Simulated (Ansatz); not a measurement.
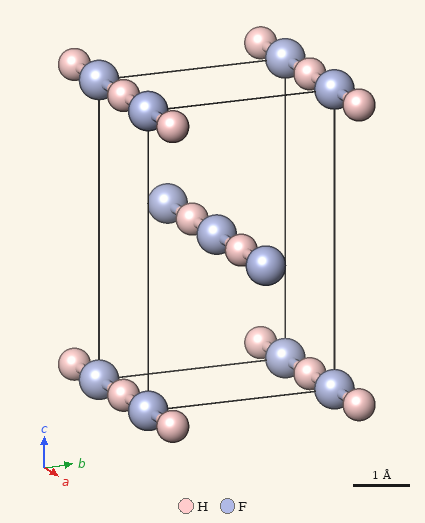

View slightly off an axis, drawn as a ball-and-stick model. The lines enclose the conventional unit cell; boundary atoms appear with their images. The bonded neighbours beyond the faces are included.

HF, space group Immm (No. 71), a = 2.26 Å, b = 3.67 Å, c = 5.63 Å, α = 90.00°, β = 90.00°, γ = 90.00°.

Run with Ansatz 0.2.0, DFT, PAW plane waves, PBEsol and these settings: E_cut = 420 eV, k-points about 0.32 Å⁻¹ apart, Gaussian smearing of 0.018 eV, no spin polarisation.

> What does the calculation say: metal or gapped?

An insulator at this level, with a gap of 7.89 eV on the k-mesh (the true edges may lie between mesh points, so the gap can be somewhat smaller).

Origin of the cell: a generated cell, made by putting these elements into a known structure type (the compound may or may not exist in this form). Relaxation method: DFT, PAW plane waves, PBEsol in Ansatz 0.2.0.
